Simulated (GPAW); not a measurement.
**Dielectric function and optical constants of SiC (Moissanite 3C)**

Wanted: where SiC (Moissanite 3C) starts to absorb, how strongly, and its refractive index.

Method: DFT, revPBE, plane-wave PAW (GPAW data sets), scalar-relativistic, RPA, optical limit, in GPAW 26.7.0.

### 1. The starting structure

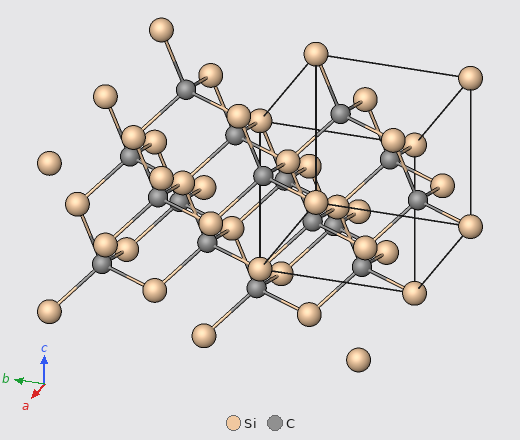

Start, viewed from a free direction; silicon light orange, carbon grey. 2×2×1 cells are drawn. This picture shows the conventional cell, with its axes. Bonds to atoms that aren't drawn are left out. Some periodic images of atoms are drawn too.

Coordinates:

```cif
data_structure
_symmetry_space_group_name_H-M 'P 1'
_symmetry_Int_Tables_number 1
_cell_length_a 3.0816
_cell_length_b 3.0816
_cell_length_c 3.0816
_cell_angle_alpha 60.000
_cell_angle_beta 60.000
_cell_angle_gamma 60.000
_cell_volume 20.69
loop_
_atom_site_label
_atom_site_type_symbol
_atom_site_fract_x
_atom_site_fract_y
_atom_site_fract_z
_atom_site_occupancy
Si1 Si 0.00000 0.00000 0.00000 1
C2 C 0.75000 0.75000 0.75000 1
```

### 2. Ground state

First the ground state: is it a metal or has it a gap?

This step: DFT, revPBE, plane-wave PAW (GPAW data sets), scalar-relativistic, ground state (GPAW 26.7.0).

Contents of gs.py:

```python
from ase import Atoms
from ase.dft.bandgap import bandgap
from gpaw import GPAW, PW, FermiDirac

atoms = Atoms(['Si', 'C'],
              cell=[[0.00000000, 2.17900000, 2.17900000],
                    [2.17900000, 0.00000000, 2.17900000],
                    [2.17900000, 2.17900000, 0.00000000]],
              scaled_positions=[[0.00000000, 0.00000000, 0.00000000],
                                [0.75000000, 0.75000000, 0.75000000]],
              pbc=[True, True, True])
atoms.calc = GPAW(mode=PW(500), xc='revPBE', kpts={'size': (9, 9, 9), 'gamma': True},
                  occupations=FermiDirac(0.05), maxiter=150, txt='gs.txt')
print('energy (eV)', atoms.get_potential_energy())
print('Fermi level (eV)', atoms.calc.get_fermi_level())
print('valence electrons', atoms.calc.get_number_of_electrons())
print('gap (eV)', bandgap(atoms.calc, output=None)[0])
print('direct gap (eV)', bandgap(atoms.calc, direct=True, output=None)[0])
atoms.calc.write('gs.gpw')
```

Command:

```
$ OMP_NUM_THREADS=1 python gs.py
```

Contents of nscf.py:

```python
from ase.dft.bandgap import bandgap
from gpaw import GPAW, FermiDirac

calc = GPAW('gs.gpw').fixed_density(kpts={'size': (16, 16, 16), 'gamma': True}, nbands=23, convergence={'bands': 17},
                                    occupations=FermiDirac(0.001), txt='nscf.txt')
print('gap (eV)', bandgap(calc, output=None)[0])
print('direct gap (eV)', bandgap(calc, direct=True, output=None)[0])
print('top band over the Fermi level (eV)', min(calc.get_eigenvalues(kpt=k)[16] for k in range(len(calc.get_ibz_k_points()))) - calc.get_fermi_level())
calc.write('full.gpw', mode='all')
```

Contents of df.py:

```python
from gpaw.response.df import DielectricFunction

df = DielectricFunction('full.gpw', frequencies={'type': 'nonlinear', 'domega0': 0.03, 'omega2': 8},
                        ecut=80,
                        eta=0.15,
                        nbands=17,
                        txt='df.txt')
for direction in ['x']:
    df.get_dielectric_function(xc='RPA', direction=direction, filename=f'df_{direction}.csv')
```

Q: Predict the electronic dielectric constant ε∞, mean over x, y and z (RPA); and main peak of Im epsilon, first axis.

At this level (revPBE, RPA) SiC has ε∞ = 6.60 and n = 2.58 at 1550 nm, and Im ε peaks at 6.9 eV. On the mesh the gap is 1.35 eV and the least direct gap 4.55 eV, so on this mesh the band edges lie at different points. Local fields change the static value along x from 7.08 to 6.60 (-7 %).

```
electronic dielectric constant ε∞, mean over x, y and z (by symmetry where fewer were run) (RPA) : 6.60
main peak of Im epsilon, first axis                                                              : 6.92 eV
centre of weight of the strongest loss peak in the window, first axis                            : 22.7 eV
```

Distinct maxima of Im ε, read by a parabola through the highest points, lie at 6.92 eV (20), 7.83 eV (11), 8.32 eV (13) and 11.86 eV (3.8). Excitons and phonon-assisted transitions are missing; revPBE gaps are as a rule too small, which pulls the onset down and ε∞ up. The sum runs over mesh points, so small or evenly spaced maxima can still be ripples of the mesh. The curves end at 27 eV, about where the summed bands run out. Besides steps told in other documents, this task had 2 runs with a known fault of program or setting; those not told in a step above aren't shown.

[Machine, clock and banner lines and Python warnings are left out of the logs.]

[Logs are printed without paths, hosts, clocks, repeated set-up lines and the standing remarks that a program may print on its own settings, such as how far it seeks lower states.]

[Hosts, paths, dates, database ids (printed as entryN), source tags and the programs' standing remarks are cut or masked in the printed files.]
